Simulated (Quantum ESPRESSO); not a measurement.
**CaO: relax calculation (part 2 of 2)**

CaO (P1, 2 atoms in the cell); Kohn-Sham DFT of a periodic cell, r2SCAN with D2, PseudoDojo 0.5 SR PBE stringent (Quantum ESPRESSO 7.5); cutoff 1251.72 eV, 4×4×4 k-mesh, fixed occupations. The structure derives from a Materials Project entry. The run did not end well.

Geometry of the input (Å; fractional positions):
```
0.0000  2.4036  2.4036
2.4036  0.0000  2.4036
2.4036  2.4036  0.0000
Ca -0.0074  -0.0048  0.0156
O  0.4572  0.5195  0.4832
```

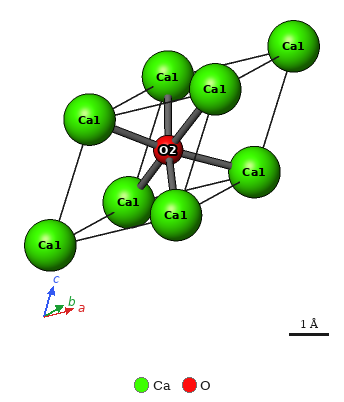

Fig. 1: The input geometry (ball-and-stick view of the cell of the calculation, seen at an oblique angle; atoms are numbered from 1 in the order of the input).

**What the program printed, continued**
```
     new trust radius        =       0.0323505708 bohr
     new conv_thr            =       0.0000000100 Ry

ATOMIC_POSITIONS (crystal)
Ca              -0.0109899427       -0.0019107850        0.0121558738
O                0.4608369427        0.5165257850        0.4866821262

     NEW-OLD atomic charge density approx. for the potential

     Self-consistent Calculation

[... 136 further cycles ...]
     iteration #  6     ecut=    92.00 Ry     beta= 0.50
     Davidson diagonalization with overlap
     ethr =  1.14E-11,  avg # of iterations =  1.0

     End of self-consistent calculation

          k = 0.0000 0.0000 0.0000 (  2741 PWs)   bands (ev):

   -30.9562 -10.8817 -10.8781 -10.8779  -9.1140   7.6902   7.6960   7.6973
    13.0747  14.4983  14.5051  14.5066  16.1657  16.1760

          k = 0.1768 0.1768-0.1768 (  2794 PWs)   bands (ev):

   -30.9022 -11.7288 -10.9055 -10.9045  -8.2549   6.1572   7.0129   7.0215
    14.5354  15.3123  15.5108  15.5150  17.5150  17.5250

          k =-0.3536-0.3536 0.3536 (  2788 PWs)   bands (ev):

   -30.8473 -12.2854 -10.9315 -10.9307  -7.6828   5.0428   6.4543   6.4611
    15.4402  16.7352  16.7817  16.9523  19.0634  19.0821

          k = 0.3536 0.0000 0.0000 (  2826 PWs)   bands (ev):

   -30.8855 -11.5654 -11.0012 -10.9994  -8.4455   5.9967   7.3955   7.4024
    12.9064  15.0238  16.4343  16.4576  16.7645  18.6853

          k =-0.1768-0.5303 0.5303 (  2798 PWs)   bands (ev):

   -30.8317 -11.8665 -11.1541 -11.0278  -8.2214   5.9126   6.6000   6.8887
    13.5812  16.2831  17.2892  17.3421  18.2220  20.2497

          k = 0.0000-0.3536 0.3536 (  2778 PWs)   bands (ev):

   -30.8487 -11.9391 -11.1614 -10.9333  -8.0097   5.6088   6.5597   6.8658
    14.8016  15.6643  16.2078  16.8439  18.9171  19.5893

          k =-0.7071 0.0000 0.0000 (  2778 PWs)   bands (ev):

   -30.8158 -11.5172 -11.1262 -11.1206  -8.9201   6.4274   7.3242   7.3332
    11.8074  16.4610  17.3995  18.0031  18.0039  19.9621

          k =-0.7071 0.3536 0.0000 (  2780 PWs)   bands (ev):

   -30.8145 -11.4724 -11.3210 -11.3204  -8.3752   6.3784   6.6596   6.6622
    14.6143  14.6151  16.8261  18.0100  18.5849  22.8171

          k =-0.1768-0.1768-0.1768 (  2794 PWs)   bands (ev):

   -30.9022 -11.7282 -10.9051 -10.9047  -8.2557   6.1590   7.0131   7.0165
    14.5378  15.3169  15.5126  15.5148  17.5142  17.5223

          k =-0.1768 0.1768 0.1768 (  2794 PWs)   bands (ev):

   -30.9022 -11.7288 -10.9055 -10.9045  -8.2550   6.1574   7.0128   7.0212
    14.5355  15.3126  15.5108  15.5151  17.5149  17.5248

          k = 0.1768-0.1768 0.1768 (  2794 PWs)   bands (ev):

   -30.9022 -11.7289 -10.9056 -10.9047  -8.2544   6.1532   7.0177   7.0231
    14.5336  15.3085  15.5112  15.5139  17.5160  17.5267

          k = 0.3536 0.3536 0.3536 (  2788 PWs)   bands (ev):

   -30.8474 -12.2844 -10.9311 -10.9308  -7.6840   5.0433   6.4534   6.4573
    15.4411  16.7558  16.7854  16.9395  19.0650  19.0797

          k = 0.3536-0.3536-0.3536 (  2788 PWs)   bands (ev):

   -30.8473 -12.2854 -10.9315 -10.9307  -7.6829   5.0429   6.4541   6.4609
    15.4403  16.7365  16.7818  16.9516  19.0636  19.0819

          k =-0.3536 0.3536-0.3536 (  2788 PWs)   bands (ev):

   -30.8473 -12.2858 -10.9316 -10.9309  -7.6821   5.0400   6.4591   6.4625
    15.4376  16.7231  16.7816  16.9584  19.0632  19.0842

          k = 0.0000 0.3536-0.0000 (  2826 PWs)   bands (ev):

   -30.8854 -11.5683 -10.9996 -10.9995  -8.4438   5.9966   7.3988   7.4017
    12.8983  15.0221  16.4592  16.4609  16.7414  18.6909

          k =-0.0000 0.0000 0.3536 (  2826 PWs)   bands (ev):

   -30.8855 -11.5654 -11.0012 -10.9994  -8.4455   5.9966   7.3956   7.4023
    12.9064  15.0238  16.4344  16.4577  16.7643  18.6854

          k = 0.1768 0.5303 0.5303 (  2798 PWs)   bands (ev):

   -30.8317 -11.8659 -11.1544 -11.0274  -8.2221   5.9125   6.6056   6.8800
    13.5869  16.2838  17.2988  17.3320  18.2214  20.2496

          k = 0.1768-0.5303-0.5303 (  2798 PWs)   bands (ev):

   -30.8317 -11.8667 -11.1541 -11.0274  -8.2216   5.9122   6.6075   6.8806
    13.5873  16.2801  17.2960  17.3297  18.2207  20.2534

          k =-0.1768 0.5303-0.5303 (  2798 PWs)   bands (ev):

   -30.8317 -11.8668 -11.1542 -11.0279  -8.2210   5.9094   6.6047   6.8891
    13.5814  16.2798  17.2875  17.3407  18.2218  20.2527

          k =-0.5303-0.1768-0.5303 (  2798 PWs)   bands (ev):

   -30.8317 -11.8675 -11.1541 -11.0271  -8.2212   5.9153   6.6050   6.8823
    13.5817  16.2732  17.3195  17.3206  18.2147  20.2556

          k = 0.5303 0.1768-0.5303 (  2798 PWs)   bands (ev):

   -30.8316 -11.8683 -11.1541 -11.0270  -8.2206   5.9142   6.6095   6.8814
    13.5812  16.2697  17.3081  17.3277  18.2139  20.2593

          k =-0.5303 0.1768 0.5303 (  2798 PWs)   bands (ev):

   -30.8316 -11.8682 -11.1541 -11.0270  -8.2206   5.9143   6.6093   6.8813
    13.5812  16.2700  17.3083  17.3278  18.2140  20.2590

          k = 0.5303-0.1768 0.5303 (  2798 PWs)   bands (ev):

   -30.8316 -11.8687 -11.1539 -11.0271  -8.2203   5.9117   6.6120   6.8832
    13.5824  16.2658  17.3133  17.3184  18.2137  20.2627

          k = 0.5303 0.5303-0.1768 (  2798 PWs)   bands (ev):

   -30.8317 -11.8668 -11.1541 -11.0274  -8.2215   5.9121   6.6075   6.8809
    13.5871  16.2798  17.2956  17.3300  18.2206  20.2536

          k =-0.5303 0.5303 0.1768 (  2798 PWs)   bands (ev):

   -30.8317 -11.8664 -11.1541 -11.0279  -8.2214   5.9127   6.6001   6.8884
    13.5814  16.2832  17.2897  17.3418  18.2219  20.2496

          k = 0.5303-0.5303 0.1768 (  2798 PWs)   bands (ev):

   -30.8317 -11.8668 -11.1542 -11.0279  -8.2210   5.9094   6.6050   6.8888
    13.5816  16.2796  17.2878  17.3402  18.2216  20.2529

          k =-0.5303-0.5303-0.1768 (  2798 PWs)   bands (ev):

   -30.8317 -11.8659 -11.1544 -11.0274  -8.2221   5.9125   6.6053   6.8803
    13.5867  16.2838  17.2986  17.3325  18.2214  20.2496

          k =-0.0000 0.3536 0.3536 (  2778 PWs)   bands (ev):

   -30.8487 -11.9382 -11.1614 -10.9330  -8.0108   5.6105   6.5533   6.8661
    14.8030  15.6721  16.2057  16.8463  18.9341  19.5713

          k =-0.3536-0.0000-0.3536 (  2778 PWs)   bands (ev):

   -30.8487 -11.9373 -11.1629 -10.9328  -8.0108   5.6074   6.5573   6.8718
    14.7842  15.6709  16.2028  16.8573  18.9415  19.5637

          k = 0.3536-0.0000-0.3536 (  2778 PWs)   bands (ev):

   -30.8487 -11.9377 -11.1629 -10.9326  -8.0106   5.6097   6.5554   6.8718
    14.7840  15.6700  16.2031  16.8573  18.9361  19.5682

          k = 0.3536 0.3536-0.0000 (  2778 PWs)   bands (ev):

   -30.8487 -11.9383 -11.1614 -10.9330  -8.0108   5.6105   6.5536   6.8661
    14.8027  15.6719  16.2057  16.8463  18.9335  19.5719

          k =-0.3536 0.3536-0.0000 (  2778 PWs)   bands (ev):

   -30.8487 -11.9390 -11.1614 -10.9333  -8.0098   5.6089   6.5595   6.8658
    14.8015  15.6646  16.2077  16.8441  18.9178  19.5885

          k =-0.0000-0.7071 0.0000 (  2778 PWs)   bands (ev):

   -30.8157 -11.5241 -11.1212 -11.1210  -8.9181   6.4311   7.3314   7.3347
    11.7948  16.4575  17.3971  18.0034  18.0038  19.9389

          k = 0.0000-0.0000-0.7071 (  2778 PWs)   bands (ev):

   -30.8158 -11.5172 -11.1261 -11.1206  -8.9201   6.4274   7.3243   7.3333
    11.8072  16.4610  17.3995  18.0031  18.0038  19.9619

          k = 0.3536-0.7071 0.0000 (  2780 PWs)   bands (ev):

   -30.8145 -11.4783 -11.3213 -11.3148  -8.3751   6.3749   6.6636   6.6708
    14.6007  14.6074  16.8274  18.0104  18.5828  22.7869

          k = 0.7071-0.0000 0.3536 (  2780 PWs)   bands (ev):

   -30.8145 -11.4782 -11.3214 -11.3149  -8.3751   6.3749   6.6635   6.6707
    14.6008  14.6076  16.8274  18.0104  18.5829  22.7872

     highest occupied, lowest unoccupied level (ev):     7.6973   11.7948

!    total energy              =    -105.46605738 Ry
     estimated scf accuracy    <          4.1E-11 Ry

     The total energy is the sum of the following terms:
     one-electron contribution =     -24.65826981 Ry
     hartree contribution      =      19.95967390 Ry
     xc contribution           =     -17.70240500 Ry
     ewald contribution        =     -83.02800300 Ry
     Dispersion Correction     =      -0.03705347 Ry

     convergence has been achieved in   6 iterations

     Forces acting on atoms (cartesian axes, Ry/au):

     atom    1 type  1   force =    -0.00271477   -0.00076756   -0.00290821
     atom    2 type  2   force =     0.00271477    0.00076756    0.00290821

     Total force =     0.005730     Total SCF correction =     0.000002
     Energy error            =      3.2E-07 Ry
     Gradient error          =      2.9E-03 Ry/Bohr

     number of scf cycles    =  23
     number of bfgs steps    =   5

     energy             old  =    -105.4660576973 Ry
     energy             new  =    -105.4660573801 Ry

     CASE: energy            _new > energy            _old

     new trust radius        =       0.0002114483 bohr
     new conv_thr            =       0.0000000004 Ry

ATOMIC_POSITIONS (crystal)
Ca              -0.0209673199        0.0052132228        0.0033734852
O                0.4708143199        0.5094017772        0.4954645148

     NEW-OLD atomic charge density approx. for the potential

     Self-consistent Calculation

     iteration #  1     ecut=    92.00 Ry     beta= 0.50
     Davidson diagonalization with overlap
     ethr =  1.00E-06,  avg # of iterations =  1.1

     Threshold (ethr) on eigenvalues was too large:
     Diagonalizing with lowered threshold

     Davidson diagonalization with overlap
     ethr =  3.23E-08,  avg # of iterations =  1.8

     total energy              =    -105.46605803 Ry
     estimated scf accuracy    <       0.00000611 Ry

     iteration #  2     ecut=    92.00 Ry     beta= 0.50
     Davidson diagonalization with overlap
     ethr =  3.82E-08,  avg # of iterations =  1.0

     total energy              =    -105.46605753 Ry
     estimated scf accuracy    <       0.00000162 Ry

     iteration #  3     ecut=    92.00 Ry     beta= 0.50
     Davidson diagonalization with overlap
     ethr =  1.01E-08,  avg # of iterations =  1.0

     total energy              =    -105.46605767 Ry
     estimated scf accuracy    <          2.2E-09 Ry

     iteration #  4     ecut=    92.00 Ry     beta= 0.50
     Davidson diagonalization with overlap
     ethr =  1.35E-11,  avg # of iterations =  2.2

     total energy              =    -105.46605757 Ry
     estimated scf accuracy    <          5.5E-10 Ry

     iteration #  5     ecut=    92.00 Ry     beta= 0.50
     Davidson diagonalization with overlap
     ethr =  3.42E-12,  avg # of iterations =  1.0

     End of self-consistent calculation

          k = 0.0000 0.0000 0.0000 (  2741 PWs)   bands (ev):

   -30.9562 -10.8817 -10.8781 -10.8779  -9.1140   7.6902   7.6959   7.6973
    13.0747  14.4983  14.5051  14.5067  16.1658  16.1760

          k = 0.1768 0.1768-0.1768 (  2794 PWs)   bands (ev):

   -30.9022 -11.7288 -10.9054 -10.9045  -8.2549   6.1572   7.0129   7.0215
    14.5354  15.3123  15.5107  15.5151  17.5150  17.5250

          k =-0.3536-0.3536 0.3536 (  2788 PWs)   bands (ev):

   -30.8473 -12.2854 -10.9315 -10.9307  -7.6828   5.0428   6.4543   6.4611
    15.4401  16.7349  16.7816  16.9525  19.0635  19.0821

          k = 0.3536 0.0000 0.0000 (  2826 PWs)   bands (ev):

   -30.8854 -11.5654 -11.0012 -10.9993  -8.4455   5.9967   7.3955   7.4023
    12.9065  15.0238  16.4342  16.4576  16.7646  18.6853

          k =-0.1768-0.5303 0.5303 (  2798 PWs)   bands (ev):

   -30.8317 -11.8665 -11.1541 -11.0278  -8.2214   5.9126   6.6000   6.8887
    13.5811  16.2831  17.2891  17.3422  18.2220  20.2497

          k = 0.0000-0.3536 0.3536 (  2778 PWs)   bands (ev):

   -30.8487 -11.9391 -11.1614 -10.9333  -8.0097   5.6089   6.5597   6.8658
    14.8016  15.6642  16.2078  16.8439  18.9168  19.5896

          k =-0.7071 0.0000 0.0000 (  2778 PWs)   bands (ev):

   -30.8158 -11.5172 -11.1262 -11.1206  -8.9201   6.4274   7.3242   7.3332
    11.8074  16.4610  17.3996  18.0031  18.0039  19.9620

          k =-0.7071 0.3536 0.0000 (  2780 PWs)   bands (ev):

   -30.8145 -11.4724 -11.3210 -11.3204  -8.3752   6.3783   6.6596   6.6622
    14.6143  14.6151  16.8261  18.0100  18.5849  22.8167

          k =-0.1768-0.1768-0.1768 (  2794 PWs)   bands (ev):

   -30.9022 -11.7282 -10.9051 -10.9047  -8.2557   6.1590   7.0131   7.0165
    14.5378  15.3169  15.5126  15.5149  17.5142  17.5223

          k =-0.1768 0.1768 0.1768 (  2794 PWs)   bands (ev):

   -30.9022 -11.7288 -10.9054 -10.9045  -8.2550   6.1574   7.0127   7.0212
    14.5355  15.3126  15.5108  15.5151  17.5150  17.5248

          k = 0.1768-0.1768 0.1768 (  2794 PWs)   bands (ev):

   -30.9022 -11.7289 -10.9056 -10.9047  -8.2544   6.1532   7.0176   7.0232
    14.5335  15.3084  15.5112  15.5139  17.5160  17.5268

          k = 0.3536 0.3536 0.3536 (  2788 PWs)   bands (ev):

   -30.8473 -12.2844 -10.9311 -10.9308  -7.6840   5.0433   6.4533   6.4572
    15.4411  16.7560  16.7854  16.9394  19.0650  19.0797

          k = 0.3536-0.3536-0.3536 (  2788 PWs)   bands (ev):

   -30.8473 -12.2854 -10.9315 -10.9307  -7.6829   5.0429   6.4541   6.4609
    15.4402  16.7363  16.7817  16.9518  19.0636  19.0819

          k =-0.3536 0.3536-0.3536 (  2788 PWs)   bands (ev):

   -30.8473 -12.2858 -10.9316 -10.9309  -7.6821   5.0400   6.4591   6.4625
    15.4375  16.7226  16.7816  16.9587  19.0632  19.0842

          k = 0.0000 0.3536-0.0000 (  2826 PWs)   bands (ev):

   -30.8854 -11.5683 -10.9996 -10.9995  -8.4438   5.9966   7.3988   7.4016
    12.8984  15.0221  16.4591  16.4609  16.7415  18.6909

          k =-0.0000 0.0000 0.3536 (  2826 PWs)   bands (ev):

   -30.8854 -11.5654 -11.0012 -10.9994  -8.4455   5.9966   7.3956   7.4023
    12.9064  15.0238  16.4344  16.4577  16.7644  18.6854

          k = 0.1768 0.5303 0.5303 (  2798 PWs)   bands (ev):

   -30.8317 -11.8659 -11.1544 -11.0273  -8.2221   5.9124   6.6056   6.8799
    13.5870  16.2838  17.2989  17.3319  18.2214  20.2496

          k = 0.1768-0.5303-0.5303 (  2798 PWs)   bands (ev):

   -30.8317 -11.8668 -11.1541 -11.0274  -8.2216   5.9122   6.6075   6.8806
    13.5874  16.2800  17.2960  17.3296  18.2207  20.2535

          k =-0.1768 0.5303-0.5303 (  2798 PWs)   bands (ev):

   -30.8317 -11.8668 -11.1542 -11.0279  -8.2210   5.9094   6.6046   6.8892
    13.5813  16.2798  17.2874  17.3408  18.2218  20.2527

          k =-0.5303-0.1768-0.5303 (  2798 PWs)   bands (ev):

   -30.8316 -11.8675 -11.1541 -11.0270  -8.2212   5.9153   6.6050   6.8822
    13.5818  16.2732  17.3195  17.3207  18.2148  20.2556

          k = 0.5303 0.1768-0.5303 (  2798 PWs)   bands (ev):

   -30.8316 -11.8683 -11.1541 -11.0270  -8.2206   5.9142   6.6095   6.8814
    13.5812  16.2696  17.3079  17.3279  18.2140  20.2593

          k =-0.5303 0.1768 0.5303 (  2798 PWs)   bands (ev):

   -30.8316 -11.8682 -11.1541 -11.0270  -8.2206   5.9143   6.6092   6.8813
    13.5812  16.2699  17.3081  17.3280  18.2140  20.2590

          k = 0.5303-0.1768 0.5303 (  2798 PWs)   bands (ev):

   -30.8316 -11.8687 -11.1539 -11.0271  -8.2203   5.9117   6.6119   6.8832
    13.5824  16.2657  17.3132  17.3184  18.2137  20.2628

          k = 0.5303 0.5303-0.1768 (  2798 PWs)   bands (ev):

   -30.8317 -11.8668 -11.1540 -11.0274  -8.2215   5.9121   6.6075   6.8809
    13.5872  16.2797  17.2956  17.3299  18.2206  20.2537

          k =-0.5303 0.5303 0.1768 (  2798 PWs)   bands (ev):

   -30.8317 -11.8664 -11.1541 -11.0279  -8.2214   5.9127   6.6000   6.8884
    13.5813  16.2831  17.2896  17.3419  18.2219  20.2496

          k = 0.5303-0.5303 0.1768 (  2798 PWs)   bands (ev):

   -30.8316 -11.8668 -11.1542 -11.0279  -8.2210   5.9094   6.6049   6.8889
    13.5815  16.2796  17.2877  17.3404  18.2217  20.2529

          k =-0.5303-0.5303-0.1768 (  2798 PWs)   bands (ev):

   -30.8317 -11.8659 -11.1544 -11.0274  -8.2221   5.9125   6.6053   6.8802
    13.5867  16.2839  17.2987  17.3324  18.2214  20.2495

          k =-0.0000 0.3536 0.3536 (  2778 PWs)   bands (ev):

   -30.8487 -11.9382 -11.1614 -10.9329  -8.0108   5.6105   6.5533   6.8661
    14.8029  15.6722  16.2057  16.8464  18.9342  19.5712

          k =-0.3536-0.0000-0.3536 (  2778 PWs)   bands (ev):

   -30.8487 -11.9373 -11.1629 -10.9328  -8.0108   5.6074   6.5573   6.8718
    14.7842  15.6709  16.2028  16.8574  18.9415  19.5636

          k = 0.3536-0.0000-0.3536 (  2778 PWs)   bands (ev):

   -30.8487 -11.9377 -11.1629 -10.9326  -8.0106   5.6097   6.5554   6.8718
    14.7839  15.6699  16.2031  16.8574  18.9360  19.5684

          k = 0.3536 0.3536-0.0000 (  2778 PWs)   bands (ev):

   -30.8487 -11.9383 -11.1614 -10.9330  -8.0108   5.6104   6.5536   6.8661
    14.8027  15.6719  16.2057  16.8464  18.9336  19.5718

          k =-0.3536 0.3536-0.0000 (  2778 PWs)   bands (ev):

   -30.8487 -11.9390 -11.1613 -10.9333  -8.0098   5.6089   6.5595   6.8658
    14.8014  15.6645  16.2077  16.8441  18.9176  19.5888

          k =-0.0000-0.7071 0.0000 (  2778 PWs)   bands (ev):

   -30.8157 -11.5241 -11.1213 -11.1210  -8.9181   6.4311   7.3313   7.3346
    11.7948  16.4575  17.3971  18.0034  18.0038  19.9388

          k = 0.0000-0.0000-0.7071 (  2778 PWs)   bands (ev):

   -30.8158 -11.5173 -11.1262 -11.1206  -8.9201   6.4274   7.3242   7.3332
    11.8073  16.4610  17.3995  18.0031  18.0039  19.9618

          k = 0.3536-0.7071 0.0000 (  2780 PWs)   bands (ev):

   -30.8145 -11.4783 -11.3213 -11.3148  -8.3751   6.3749   6.6636   6.6708
    14.6007  14.6074  16.8274  18.0104  18.5828  22.7866

          k = 0.7071-0.0000 0.3536 (  2780 PWs)   bands (ev):

   -30.8145 -11.4782 -11.3214 -11.3148  -8.3751   6.3749   6.6635   6.6707
    14.6008  14.6076  16.8274  18.0104  18.5829  22.7870

     highest occupied, lowest unoccupied level (ev):     7.6973   11.7948

!    total energy              =    -105.46605754 Ry
     estimated scf accuracy    <          1.3E-10 Ry

     The total energy is the sum of the following terms:
     one-electron contribution =     -24.65837387 Ry
     hartree contribution      =      19.95973591 Ry
     xc contribution           =     -17.70241236 Ry
     ewald contribution        =     -83.02795365 Ry
     Dispersion Correction     =      -0.03705357 Ry

     convergence has been achieved in   5 iterations

     Forces acting on atoms (cartesian axes, Ry/au):

     atom    1 type  1   force =    -0.00272999   -0.00074380   -0.00292433
     atom    2 type  2   force =     0.00272999    0.00074380    0.00292433

     Total force =     0.005755     Total SCF correction =     0.000007
     Energy error            =      1.6E-07 Ry
     Gradient error          =      2.9E-03 Ry/Bohr

     number of scf cycles    =  24
     number of bfgs steps    =   5

     energy             old  =    -105.4660576973 Ry
     energy             new  =    -105.4660575412 Ry

     CASE: energy            _new > energy            _old

     new trust radius        =       0.0000969592 bohr

     trust_radius < trust_radius_min

     resetting bfgs history

     new conv_thr            =       0.0000000004 Ry

ATOMIC_POSITIONS (crystal)
Ca              -0.0210631378        0.0046959885        0.0033183235
O                0.4709101378        0.5099190115        0.4955196765

     NEW-OLD atomic charge density approx. for the potential

     Self-consistent Calculation

     iteration #  1     ecut=    92.00 Ry     beta= 0.50
     Davidson diagonalization with overlap
     ethr =  1.00E-06,  avg # of iterations =  3.2

     total energy              =    -105.46604658 Ry
     estimated scf accuracy    <       0.00153797 Ry

     iteration #  2     ecut=    92.00 Ry     beta= 0.50
     Davidson diagonalization with overlap
     ethr =  9.61E-06,  avg # of iterations =  1.0

     total energy              =    -105.46605563 Ry
     estimated scf accuracy    <       0.00039055 Ry

     iteration #  3     ecut=    92.00 Ry     beta= 0.50
     Davidson diagonalization with overlap
     ethr =  2.44E-06,  avg # of iterations =  1.0

     total energy              =    -105.46605481 Ry
     estimated scf accuracy    <       0.00000017 Ry

     iteration #  4     ecut=    92.00 Ry     beta= 0.50
     Davidson diagonalization with overlap
```
